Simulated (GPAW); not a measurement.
# zinc-blende (ZnS)₁₋ₓ(ZnSe)ₓ at x = 0: the Zn K absorption edge, part 2 of 2

Aim: the Zn K edge in zinc-blende (ZnS)₁₋ₓ(ZnSe)ₓ at x = 0, one member of a composition series.

GPAW 26.7.0; X-ray absorption from dipole matrix elements to empty bands, plane-wave PAW PBE.

So far. Step 2 (The field without a hole): The mesh shows a gap of 2.09 eV. The excited electron is kept all the same, so that all members of the series, with or without a gap, are treated alike.

## 4. Spectrum with XCH, Zn atom 1

The holes are 7.7 Å apart. In GPAW the data set carries the hole's charge, so charge=0 means a charged cell and charge=-1 a neutral one. The excited electron is kept in the cell, where it fills the lowest empty states and screens the hole. After the field has converged, empty bands are computed with the density fixed and the dipole matrix elements are summed.

The absorber has 4 S at 2.34 Å (tetrahedral).

File xas.py:

```python
import numpy as np
from ase import Atoms
from ase.parallel import parprint, paropen
from gpaw import GPAW, PW, FermiDirac, Mixer, MixerDif, setup_paths
from gpaw.test import gen
setup_paths.insert(0, '.')
gen('Zn', name='fch1s', xcname='PBE', corehole=(1, 0, 1), write_xml=True)
from gpaw.mpi import world
world.barrier()

atoms = Atoms('ZnSZnSZnSZnSZnSZnSZnSZnS',
    cell=[[0, 5.41, 5.41],
     [5.41, 0, 5.41],
     [5.41, 5.41, 0]],
    scaled_positions=[[0, 0, 0],
     [0.125, 0.125, 0.125],
     [0, 0, 0.5],
     [0.125, 0.125, 0.625],
     [0, 0.5, 0],
     [0.125, 0.625, 0.125],
     [0, 0.5, 0.5],
     [0.125, 0.625, 0.625],
     [0.5, 0, 0],
     [0.625, 0.125, 0.125],
     [0.5, 0, 0.5],
     [0.625, 0.125, 0.625],
     [0.5, 0.5, 0],
     [0.625, 0.625, 0.125],
     [0.5, 0.5, 0.5],
     [0.625, 0.625, 0.625]],
    pbc=True)
atoms.calc = calc = GPAW(legacy_gpaw=True, mode=PW(400, force_complex_dtype=True), xc='PBE', setups={0: 'fch1s'},
    kpts={'size': (3, 3, 3), 'gamma': True}, occupations=FermiDirac(0.04),
    charge=-1, mixer=Mixer(0.1, 5, 50), maxiter=150,
    convergence={'density': 0.0001, 'eigenstates': 1e-6}, txt='scf.txt')
energy = atoms.get_potential_energy() + calc.get_reference_energy()
ef = calc.get_fermi_level()
out = dict(energy=energy, fermi=ef, forces=atoms.get_forces().tolist())
parprint(f'all-electron energy {energy:.4f} eV, Fermi level {ef:.4f} eV')
ev = np.array([[calc.get_eigenvalues(k, s) for k in range(len(calc.get_ibz_k_points()))] for s in range(calc.get_number_of_spins())])
out['homo'], out['lumo'], out['counts'] = ev[ev < ef].max(), ev[ev > ef].min(), sorted(set((ev < ef).sum((0, 2)).tolist()))
out['filled'] = (ev[:, 0] < ef).sum(1).tolist()

from ase.units import Ha
from gpaw.xas import dipole_matrix_elements
nb = int(calc.get_number_of_electrons() / 2) + 162
top, nb = nb, nb + 8 + nb // 12
nscf = calc.fixed_density(kpts={'size': (4, 4, 4), 'gamma': True}, nbands=nb,
    convergence={'bands': top, 'eigenstates': 5e-3}, maxiter=60, txt='nscf.txt')
cell = atoms.cell.array
ops = [cell.T @ U.T @ np.linalg.inv(cell.T) for U in nscf.wfs.kd.symmetry.op_scc]
filled = [72]  # bands filled in the ground state, by spin
E = np.arange(-6, 30, 0.1)
fwhm = np.interp(E, [4, 25], [1.67, 3.5])
Y, X, zero, highest = 0, 0, 1e9, 1e9
for spin in range(nscf.get_number_of_spins()):
    wfs = nscf.wfs
    mine = wfs.bd.get_slice()  # this rank's bands
    A = dipole_matrix_elements(wfs.setups[0])
    eps = np.zeros((wfs.kd.nibzkpts, nb))
    d = np.zeros((3, A.shape[1], wfs.kd.nibzkpts, nb), complex)
    for kpt in wfs.kpt_u:
        if kpt.s == spin and 0 in kpt.P_ani:
            eps[kpt.k, mine] = kpt.eps_n * Ha
            d[:, :, kpt.k, mine] = (kpt.weight * wfs.nspins / 2) ** 0.5 * np.inner(A, kpt.P_ani[0])
    world.sum(eps)
    world.sum(d)
    T = np.einsum('amkn,bmkn->abkn', d, d.conj()).real
    T = sum(np.einsum('ai,ijkn,bj->abkn', R, T, R) for R in ops) / len(ops)
    empty = np.ones_like(eps, bool) & (np.arange(nb) >= filled[spin])
    zero, highest = min(zero, eps[empty].min()), min(highest, eps[:, top - 1].min())
    lines = [(eps, T, empty)] if spin == 0 else lines + [(eps, T, empty)]
for eps, T, empty in lines:
    f = np.einsum('aakn->akn', T).reshape(3, -1)
    x = eps.ravel() - zero
    w = np.interp(x, E, fwhm) / 2.35482
    g = np.exp(-0.5 * ((E[:, None] - x) / w) ** 2) / (w * (2 * np.pi) ** 0.5)
    Y = Y + (f * empty.ravel()) @ g.T
    X = X + (f * ~empty.ravel()) @ g.T
out.update(E=E.round(2).tolist(), xas=Y.tolist(), xes=X.tolist(), zero=zero, valid=highest - zero, nk=len(eps), nb=nb)
for i in range(0, len(E), 10):
    parprint(f'{E[i]:7.2f}', *(f'{v:10.3e}' for v in Y[:, i]))
import json
with paropen('out.json', 'w') as f:
    json.dump(out, f)
```

Command:

```sh
$ OMP_NUM_THREADS=1 mpirun -n 4 gpaw python xas.py
```

Numbers of over 12 decimals in the logs are rounded to 6 here.

Log:

```text
Input parameters:
  charge: -1
  convergence: {density: 0.0001,
                eigenstates: 1e-06}
  kpts: {gamma: True,
         size: (3, 3, 3)}
  maxiter: 150
  mixer: {backend: pulay,
          beta: 0.1,
          method: separate,
          nmaxold: 5,
          weight: 50}
  mode: {ecut: 400.0,
         force_complex_dtype: True,
         name: pw}
  occupations: {fixmagmom: False,
                name: fermi-dirac,
                width: 0.04}
  setups: {0: fch1s}
  xc: PBE

Initialize ...

[... PAW data sets ...]

Reference energy: -468052.799765  # eV

Spin-paired calculation

[... convergence settings ...]
Symmetries present (total): 24
  [... symmetry matrices ...]

27 k-points: 3 x 3 x 3 Monkhorst-Pack grid
4 k-points in the irreducible part of the Brillouin zone
       k-points in crystal coordinates                weights
   0:     0.00000000    0.00000000    0.00000000          1/27
   1:     0.33333333    0.33333333   -0.33333333         12/27
   2:     0.33333333    0.33333333    0.00000000          6/27
   3:     0.33333333    0.33333333    0.33333333          8/27

Wave functions: Plane wave expansion
  Cutoff energy: 400.000 eV
  Number of coefficients (min, max): 5730, 5769
  Pulay-stress correction: 0.000000 eV/Ang^3 (de/decut=0.000000)
  Using FFTW library
  Wavefunction extrapolation:
    Improved wavefunction reuse through dual PAW basis

Occupation numbers: Fermi-Dirac:
  width: 0.0400  # eV

Eigensolver
   Davidson(niter=2)

Densities:
  Coarse grid: 36*36*36 grid
  Fine grid: 72*72*72 grid
  Total Charge: 0.000000

Density mixing:
  Method: separate
  Backend: pulay
  Linear mixing parameter: 0.1
  old densities: 5
  Width of damping distribution: 1.1
  Damping of long wavelength oscillations: 50

[... Hamiltonian set-up ...]
Number of atoms: 16
Number of atomic orbitals: 104
Number of bands in calculation: 91
Number of valence electrons: 145
Bands to converge: occupied

... initialized

Initializing position-dependent things.

Density initialized from atomic densities
Creating initial wave functions:
  91 bands from LCAO basis set

                            S
                    S
                        Zn
                     S
               Zn
             S   Zn       S

         Zn       S   Zn
                    S
              Zn
           S
               Zn
       Zn

Atomic positions and initial magnetic moments

Positions:
   0 Zn     0.000000    0.000000    0.000000    ( 0.0000,  0.0000,  0.0000)
   1 S      1.352500    1.352500    1.352500    ( 0.0000,  0.0000,  0.0000)
   2 Zn     2.705000    2.705000    0.000000    ( 0.0000,  0.0000,  0.0000)
   3 S      4.057500    4.057500    1.352500    ( 0.0000,  0.0000,  0.0000)
   4 Zn     2.705000    0.000000    2.705000    ( 0.0000,  0.0000,  0.0000)
   5 S      4.057500    1.352500    4.057500    ( 0.0000,  0.0000,  0.0000)
   6 Zn     5.410000    2.705000    2.705000    ( 0.0000,  0.0000,  0.0000)
[...]
13 S      4.057500    4.057500    6.762500    ( 0.0000,  0.0000,  0.0000)
  14 Zn     5.410000    5.410000    5.410000    ( 0.0000,  0.0000,  0.0000)
  15 S      6.762500    6.762500    6.762500    ( 0.0000,  0.0000,  0.0000)

Unit cell:
           periodic     x           y           z      points  spacing
  1. axis:    yes    0.000000    5.410000    5.410000    36     0.1735
  2. axis:    yes    5.410000    0.000000    5.410000    36     0.1735
  3. axis:    yes    5.410000    5.410000    0.000000    36     0.1735

  Lengths:   7.650895   7.650895   7.650895
  Angles:   60.000000  60.000000  60.000000

Effective grid spacing dv^(1/3) = 0.1893

iter:   1   -64.462665
iter:   2   -63.143704   -0.27  -1.18
iter:   3   -60.947172   -0.85  -1.26
iter:   4   -60.963598   -1.57  -1.54
iter:   5   -60.919180c  -1.94  -1.57
iter:   6   -60.903537c  -2.29  -1.99
iter:   7   -60.889092c  -2.85  -2.17
iter:   8   -60.888314c  -3.36  -2.85
iter:   9   -60.888246c  -3.61  -2.90
iter:  10   -60.887265c  -3.99  -3.17
iter:  11   -60.887162c  -4.42  -3.39
iter:  12   -60.887288c  -4.88  -3.44
iter:  13   -60.887193c  -4.88  -3.59
iter:  14   -60.887170c  -5.90  -3.84
iter:  15   -60.887173c  -6.30c -4.15c

Converged after 15 iterations.

Dipole moment: (-23.962860, -23.962860, -23.962860) |e|*Ang

Energy contributions relative to reference atoms: (reference = -468052.799765)

Kinetic:       +111.184900
Potential:      -96.127206
External:        +0.000000
XC:             -76.186940
Entropy (-ST):   -0.017163
Local:           +0.250655
SIC:             +0.000000
--------------------------
Free energy:    -60.895754
Extrapolated:   -60.887173

Showing only first 2 kpts
 Kpt  Band  Eigenvalues  Occupancy
  0    70      3.71624    2.00000
  0    71      3.71624    2.00000
  0    72      5.46518    2.00000
  0    73      6.45902    1.99997

  1    70      2.61447    2.00000
  1    71      3.34339    2.00000
  1    72      7.20469    0.00095
[...]
Fermi level: 6.89846

No gap
No difference between direct/indirect transitions

Forces in eV/Ang:
  0 Zn    0.00000   -0.00000   -0.00000
  1 S     0.22419    0.22419    0.22419
  2 Zn   -0.00000    0.00000   -0.11680
  3 S    -0.22419   -0.22419    0.22419
  4 Zn   -0.00000   -0.11680   -0.00000
  5 S    -0.22419    0.22419   -0.22419
  6 Zn    0.11680    0.00000   -0.00000
[...]
13 S    -0.00875   -0.00875    0.00875
 14 Zn   -0.00000   -0.00000   -0.00000
 15 S     0.00875    0.00875    0.00875
Scalar-relativistic atomic PBE calculation for Zn (Zinc, Z=30)
Core hole in 1s state (1s occupation: 1.0)
600 radial gridpoints.
|------------------------------------------------|
|------------------------------------------------|
[... the atom generator's iteration count ...]

Energy contributions:
-------------------------
Kinetic:    +1457.970091
XC:           -62.631801
Potential:  -2834.535616
-------------------------
Total:      -1439.197326

state      eigenvalue         ekin         rmax
-----------------------------------------------
1s^1.0 :  -363.089361   458.784609        0.033
2s^2.0 :   -45.681210    90.109297        0.185
2p^6.0 :   -40.586365    89.039872        0.147
3s^2.0 :    -5.602745    20.202422        0.571
3p^6.0 :    -3.926114    18.237897        0.568
3d^10.0:    -1.022506    13.067112        0.532
4s^2.0 :    -0.591866     2.112153        1.874
4p^0.0 :    -0.335189     1.283448        2.317
-----------------------------------------------
(units: Bohr and Hartree)

Generating PAW setup
Kinetic energy of the core from tauc = 1335.832873827092
Cutoffs:
rc(s)=2.430
rc(p)=2.400
rc(d)=2.230
rc(vbar)=2.260
rc(comp)=2.200
rc(nct)=2.430

Kinetic energy of the core states: 1323.074664
Charge: 1.0
Core electrons: 17.0
Valence electrons: 12.0
Pseudo-core charge: 0.062099
Shape function alpha=2.066
Pseudo-electron charge 3.417638
state    eigenvalue         norm
--------------------------------
4s(2) :    -0.591866     1.201133
*s    :     0.408134
4p(0) :    -0.335189     1.021145
*p    :     0.664811
3d(10):    -1.022506     0.095327
*d    :    -0.022506
--------------------------------

Diagonalizing with gridspacing h=0.050

state   all-electron     PAW
-------------------------------
4s:      -0.591866    -0.592148
4p:      -0.335189    -0.335391
3d:      -1.022506    -1.022962
*f:                   -0.019081
-------------------------------
all-electron energy -468113.6869 eV, Fermi level 6.8985 eV
[...]
27.00  1.639e-07  1.639e-07  1.639e-07
  28.00  1.751e-07  1.751e-07  1.751e-07
  29.00  1.736e-07  1.736e-07  1.736e-07
```

Run time: 67 s. Hardware: 4 MPI ranks of Intel Xeon at 2.80GHz (Skylake/Cascade Lake), shared host; peak memory 0.47 GiB.

The Zn K spectrum, Zn atom 1, excited-electron core hole (neutral cell) (energy from the bottom of the conduction band, which holds the excited electron; intensity scaled to a mean of 1 over the first 20 eV):

```tsv
E (eV)	intensity
-2.0	0.00
-0.5	0.01
1.0	0.23
2.5	0.97
4.0	1.68
5.5	1.68
7.0	0.78
8.5	0.99
10.0	0.86
11.5	0.98
13.0	1.01
14.5	1.00
16.0	1.01
17.5	1.01
19.0	0.94
20.5	0.81
22.0	0.78
23.5	0.83
25.0	0.84
26.5	0.92
```

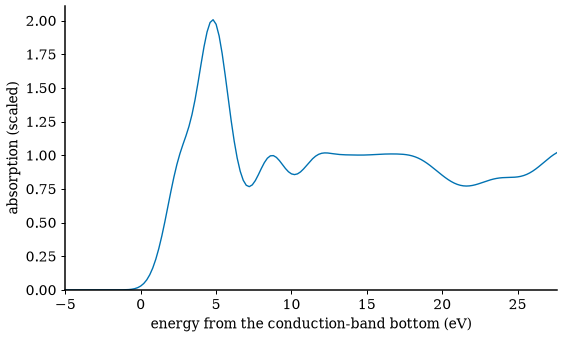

The Zn K edge, Zn atom 1, excited-electron core hole (neutral cell): main maxima at 4.8, 8.8 and 12.2 eV.

Main maxima below 27 eV (height): 4.8 eV (2.01), 8.8 eV (1.00) and 12.2 eV (1.02). A K edge sees empty p states on the absorber.

The total-energy difference is 9692.84 eV. One term is added: -30.96 eV, since the hole is spin-paired here and a spin-polarised one costs that much less in the free atom (computed apart). The photon energy is then 9661.88 eV. The tabulated edge of the element is 9659 eV. The functional leaves an error of a few eV in such absolute values.

## 5. Cell without a hole, the energy reference

The absorbing element, whose data set is made anew, changes for the next run, so it gets a reference energy of its own.

File scf.py:

```python
import numpy as np
from ase import Atoms
from ase.parallel import parprint, paropen
from gpaw import GPAW, PW, FermiDirac, Mixer, MixerDif, setup_paths
from gpaw.test import gen
setup_paths.insert(0, '.')
gen('S', name='nch1s', xcname='PBE', corehole=(1, 0, 0), write_xml=True)
from gpaw.mpi import world
world.barrier()

atoms = Atoms('ZnSZnSZnSZnSZnSZnSZnSZnS',
    cell=[[0, 5.41, 5.41],
     [5.41, 0, 5.41],
     [5.41, 5.41, 0]],
    scaled_positions=[[0, 0, 0],
     [0.125, 0.125, 0.125],
     [0, 0, 0.5],
     [0.125, 0.125, 0.625],
     [0, 0.5, 0],
     [0.125, 0.625, 0.125],
     [0, 0.5, 0.5],
     [0.125, 0.625, 0.625],
     [0.5, 0, 0],
     [0.625, 0.125, 0.125],
     [0.5, 0, 0.5],
     [0.625, 0.125, 0.625],
     [0.5, 0.5, 0],
     [0.625, 0.625, 0.125],
     [0.5, 0.5, 0.5],
     [0.625, 0.625, 0.625]],
    pbc=True)
atoms.calc = calc = GPAW(legacy_gpaw=True, mode=PW(400, force_complex_dtype=True), xc='PBE', setups={1: 'nch1s'},
    kpts={'size': (3, 3, 3), 'gamma': True}, occupations=FermiDirac(0.02),
    charge=0, mixer=Mixer(0.1, 5, 50), maxiter=150,
    convergence={'density': 0.0001, 'eigenstates': 1e-6}, txt='scf.txt')
energy = atoms.get_potential_energy() + calc.get_reference_energy()
ef = calc.get_fermi_level()
out = dict(energy=energy, fermi=ef, forces=atoms.get_forces().tolist())
parprint(f'all-electron energy {energy:.4f} eV, Fermi level {ef:.4f} eV')
ev = np.array([[calc.get_eigenvalues(k, s) for k in range(len(calc.get_ibz_k_points()))] for s in range(calc.get_number_of_spins())])
out['homo'], out['lumo'], out['counts'] = ev[ev < ef].max(), ev[ev > ef].min(), sorted(set((ev < ef).sum((0, 2)).tolist()))
out['filled'] = (ev[:, 0] < ef).sum(1).tolist()
import json
with paropen('out.json', 'w') as f:
    json.dump(out, f)
```

Command:

```sh
$ OMP_NUM_THREADS=1 mpirun -n 4 gpaw python scf.py
```

Log:

```text
Input parameters:
  convergence: {density: 0.0001,
                eigenstates: 1e-06}
  kpts: {gamma: True,
         size: (3, 3, 3)}
  maxiter: 150
  mixer: {backend: pulay,
          beta: 0.1,
          method: separate,
          nmaxold: 5,
          weight: 50}
  mode: {ecut: 400.0,
         force_complex_dtype: True,
         name: pw}
  occupations: {fixmagmom: False,
                name: fermi-dirac,
[...]
3s(2) :    -0.634076     1.192540
*s    :     0.365924
3p(4) :    -0.257545     0.999977
*p    :     0.742455
*d    :     0.000000
--------------------------------

Diagonalizing with gridspacing h=0.050

state   all-electron     PAW
-------------------------------
3s:      -0.634076    -0.634693
3p:      -0.257545    -0.257957
*d:                    0.042231
*f:                    0.074234
-------------------------------
all-electron energy -477806.5263 eV, Fermi level 4.3626 eV
[key lines of the parts left out:]
Converged after 18 iterations.
Dipole moment: (-23.926551, -23.926551, -23.926551) |e|*Ang
Free energy:    -54.953596
Fermi level: 4.36257
```

Wall time 30 s (4 MPI ranks); peak memory 0.27 GiB.

Reference energy: -477806.526 eV with the cores included.

## 6. Spectrum with XCH, S atom 2

The holes are 7.7 Å apart. The excited electron is kept in the cell, where it fills the lowest empty states and screens the hole. After the field has converged, empty bands are computed with the density fixed and the dipole matrix elements are summed.

The absorber has 4 Zn at 2.34 Å (tetrahedral).

xas.py: that of step 4 with these lines changed.

```diff
@@ -6,3 +6,3 @@
 setup_paths.insert(0, '.')
-gen('Zn', name='fch1s', xcname='PBE', corehole=(1, 0, 1), write_xml=True)
+gen('S', name='fch1s', xcname='PBE', corehole=(1, 0, 1), write_xml=True)
 from gpaw.mpi import world
@@ -31,3 +31,3 @@
     pbc=True)
-atoms.calc = calc = GPAW(legacy_gpaw=True, mode=PW(400, force_complex_dtype=True), xc='PBE', setups={0: 'fch1s'},
+atoms.calc = calc = GPAW(legacy_gpaw=True, mode=PW(400, force_complex_dtype=True), xc='PBE', setups={1: 'fch1s'},
     kpts={'size': (3, 3, 3), 'gamma': True}, occupations=FermiDirac(0.04),
@@ -53,3 +53,3 @@
 E = np.arange(-6, 30, 0.1)
-fwhm = np.interp(E, [4, 25], [1.67, 3.5])
+fwhm = np.interp(E, [4, 25], [0.9, 3.5])
 Y, X, zero, highest = 0, 0, 1e9, 1e9
@@ -58,3 +58,3 @@
     mine = wfs.bd.get_slice()  # this rank's bands
-    A = dipole_matrix_elements(wfs.setups[0])
+    A = dipole_matrix_elements(wfs.setups[1])
     eps = np.zeros((wfs.kd.nibzkpts, nb))
@@ -62,5 +62,5 @@
     for kpt in wfs.kpt_u:
-        if kpt.s == spin and 0 in kpt.P_ani:
+        if kpt.s == spin and 1 in kpt.P_ani:
             eps[kpt.k, mine] = kpt.eps_n * Ha
-            d[:, :, kpt.k, mine] = (kpt.weight * wfs.nspins / 2) ** 0.5 * np.inner(A, kpt.P_ani[0])
+            d[:, :, kpt.k, mine] = (kpt.weight * wfs.nspins / 2) ** 0.5 * np.inner(A, kpt.P_ani[1])
     world.sum(eps)
```

Command:

```sh
$ OMP_NUM_THREADS=1 mpirun -n 4 gpaw python xas.py
```

Log:

```text
Input parameters:
  charge: -1
  convergence: {density: 0.0001,
                eigenstates: 1e-06}
  kpts: {gamma: True,
         size: (3, 3, 3)}
  maxiter: 150
  mixer: {backend: pulay,
          beta: 0.1,
          method: separate,
          nmaxold: 5,
          weight: 50}
  mode: {ecut: 400.0,
         force_complex_dtype: True,
         name: pw}
  occupations: {fixmagmom: False,
[...]
*p    :     0.281008
*d    :     0.000000
--------------------------------

Diagonalizing with gridspacing h=0.050

state   all-electron     PAW
-------------------------------
3s:      -1.143740    -1.144551
3p:      -0.718992    -0.719674
*d:                   -0.150764
*f:                   -0.016520
-------------------------------
all-electron energy -475321.9258 eV, Fermi level 6.8930 eV
[...]
28.00  3.133e-06  3.133e-06  3.133e-06
  29.00  2.947e-06  2.947e-06  2.947e-06
[key lines of the parts left out:]
Converged after 16 iterations.
Dipole moment: (-24.138101, -24.138101, -24.138101) |e|*Ang
Free energy:    -64.507913
Fermi level: 6.89301
```

Run time: 1.9 min. Hardware: 4 MPI ranks; peak memory 0.48 GiB.

The S K spectrum, S atom 2, excited-electron core hole (neutral cell) (energy from the bottom of the conduction band, which holds the excited electron; intensity scaled to a mean of 1 over the first 20 eV):

```tsv
E (eV)	intensity
-2.0	0.00
-0.5	0.00
1.0	0.38
2.5	1.92
4.0	1.83
5.5	1.34
7.0	1.39
8.5	0.93
10.0	0.58
11.5	0.55
13.0	0.88
14.5	1.16
16.0	1.06
17.5	0.81
19.0	0.66
20.5	0.65
22.0	0.71
23.5	0.72
25.0	0.78
26.5	1.04
```

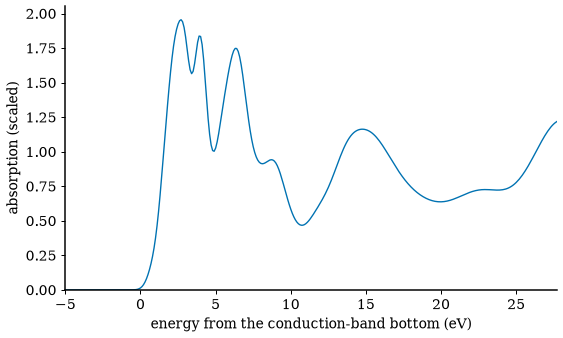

The S K edge, S atom 2, excited-electron core hole (neutral cell): main maxima at 2.7, 3.9 and 6.3 eV.

Main maxima below 24 eV (height): 2.7 eV (1.96), 3.9 eV (1.84), 6.3 eV (1.75) and 14.8 eV (1.16). 

The total-energy difference is 2484.60 eV. One term is added: -16.94 eV, since the hole is spin-paired here and a spin-polarised one costs that much less in the free atom (computed apart). The photon energy is then 2467.66 eV. The functional leaves an error of a few eV in such absolute values.

## 7. What came out

| Quantity | Value |
| --- | --- |
| absorber and edge | Zn K, atom 1 of the ground-state input (counted from 1) |
| surroundings | 4 S at 2.34 Å (tetrahedral) |
| highest intensity below 24 eV | 4.8 eV above the zero, height 2.01 |
| photon energy of the zero, with the added terms | 9661.9 eV (raw 9692.8 eV; uncertain by a few eV) |

In words: The Zn K edge of atom 1, with 4 S at 2.34 Å (tetrahedral), has its highest intensity of the first 24 eV at 4.8 eV above the zero, near 9667 eV in photon energy (uncertain by a few eV), 2.0 times the mean level of the first 20 eV (Gaussian full width 1.67 eV up to 4 eV, rising linearly to 3.5 eV at 25 eV). The script folds with a Gaussian, whereas the core hole's own line is a Lorentzian, so the onset is too steep and the first peak too high.

[Banner, clock and machine lines of the logs are left out without a mark of their own.]

[Logs are printed without paths, hosts, clocks, repeated set-up lines and the standing remarks that a program may print on its own settings, such as how far it seeks lower states.]

[Hosts, paths, dates, database ids (printed as entryN), source tags and the programs' standing remarks are cut or masked in the printed files.]

[Lists of maxima count a maximum above −3 eV only where it reaches 4 % of the highest in the window and stands out from its surroundings by 2 % of it (1.5 % where it reaches 55 %); shoulders and weaker maxima are passed over, and of the rest the first, up to two pre-edge ones and the few strongest are named.]
